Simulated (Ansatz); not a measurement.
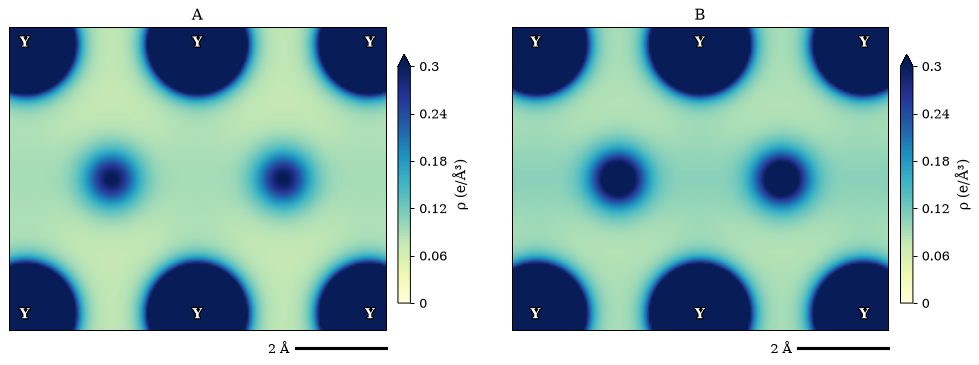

Y. The valence charge density (pseudo) of two cells that differ in size and shape, on the (010) plane of each (indices in the axes of the calculation cell), at one length scale and on one colour scale; one has 34.8 and the other 38.4 Å³ an atom.

Space group P6₃/mmc.

The calculation used DFT PBEsol, scalar-relativistic, plane waves, PAW (Ansatz 0.2.0).

In a PAW calculation such maps are meaningful between the atoms, not at the nuclei.

Which is the denser cell? Describe the effect of the change.

Answer. Panel B is the smaller cell, by 9 % in volume. From the larger cell to the smaller, Y–Y goes from 3.83 to 3.65 Å, and the density at its midpoint from 0.08 to 0.09 e/Å³; the pressure goes from −6 to −3.8 GPa.
